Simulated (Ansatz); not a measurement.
## Electronic structure of SiN in real space

The calculation's input:

```
crystal:
  lattice:
    - [0.0, 0.0, 5.6064586627]
    - [2.8121911851, -4.870858013, 0.0]
    - [2.812191185, 4.8708580131, 0.0]
  atoms:
    - { symbol: Si, position: [0.5188027173, 0.6666666667, 0.3333333333] }
    - { symbol: Si, position: [0.5188027173, 0.1666666667, 0.3333333333] }
    - { symbol: Si, position: [0.5188027173, 0.6666666667, 0.8333333333] }
    - { symbol: Si, position: [0.5188027173, 0.1666666667, 0.8333333333] }
    - { symbol: Si, position: [1.0188027173, 0.3333333333, 0.1666666667] }
    - { symbol: Si, position: [1.0188027173, 0.8333333333, 0.1666666667] }
    - { symbol: Si, position: [1.0188027173, 0.3333333333, 0.6666666667] }
    - { symbol: Si, position: [1.0188027173, 0.8333333333, 0.6666666667] }
    - { symbol: "N", position: [0.8611972827, 0.6666666667, 0.3333333333] }
    - { symbol: "N", position: [0.8611972827, 0.1666666667, 0.3333333333] }
    - { symbol: "N", position: [0.8611972827, 0.6666666667, 0.8333333333] }
    - { symbol: "N", position: [0.8611972827, 0.1666666667, 0.8333333333] }
    - { symbol: "N", position: [0.3611972827, 0.3333333333, 0.1666666667] }
    - { symbol: "N", position: [0.3611972827, 0.8333333333, 0.1666666667] }
    - { symbol: "N", position: [0.3611972827, 0.3333333333, 0.6666666667] }
    - { symbol: "N", position: [0.3611972827, 0.8333333333, 0.6666666667] }
basis:
  ecutwfc: 500
kpoints:
  mp_grid: { grid: [8, 6, 6] }
hamiltonian:
  xc: r2scan
scf:
  occupations: { method: gaussian, width: 0.1 }
output:
  forces: true
  stress: true
  eigenvalues: true
  write_density: true
  write_potential: true
  elf: true
  volumetric_format: npy
relax:
  adjacent_minimum: "off"
  f_tol: 0.015
  max_steps: 60
  cell: { stress_tol: 0.15 }
```

Run with:

```sh
ansatz run input.yaml --threads 2 --pin off --max-ram 5120MiB --backend cpu --events-out ev --progress --plain --runs-dir out
```

Space group P6₃mc; a structure from a database of computed crystals, not necessarily the ambient phase.

Theory: Ansatz 0.2.0, DFT r2SCAN, scalar-relativistic, plane waves, PAW.

Core electrons are frozen (PAW), and the valence fields are smoothed inside the atomic spheres.

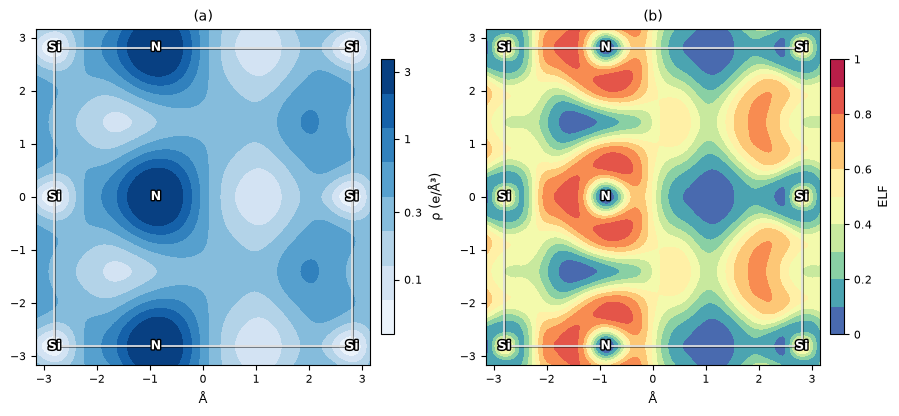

Figure 1. (a) valence charge density (pseudo); (b) electron localisation function on the (010) plane of the calculation cell.

Describe what can be read from this map.

Answer.
- The plane passes through Si and N nuclei.
- Atoms just off the plane (Si, 0.8 Å away and N, 0.8 Å away) can leave unmarked features too.
- Si–N (1.92 Å): ρ at the midpoint is about 0.75 e/Å³; the ELF peaks at about 0.85 between the atoms.
- Between the atoms the lowest density in this plane is 0.08 e/Å³.

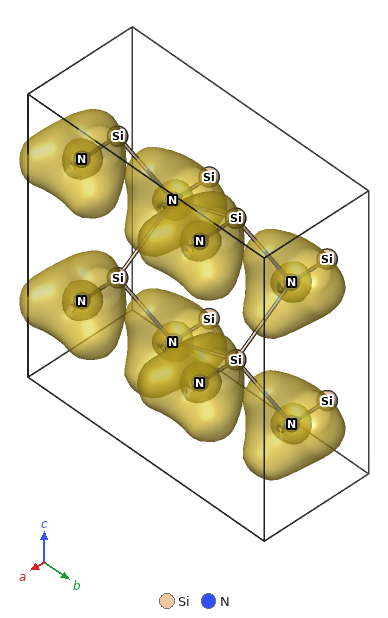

Figure 2. Isosurface of the ELF at 0.65 (yellow), seen slightly off an axis. Core shells and regions of very low density are left out. Sticks mark near contacts.

Describe the localisation domains.

Answer. At this value the surface marks out eight regions on N in which the atom's valence shell and bonds are merged, counted in one cell of 16 atoms. Any copies at cell faces, edges or corners count once. Profiles from the grid: Si–N (1.85 Å): the ELF peaks at about 0.90 between the atoms.

Does the calculation give a band gap?

Answer. It is gapless in this calculation (a metal or semimetal).
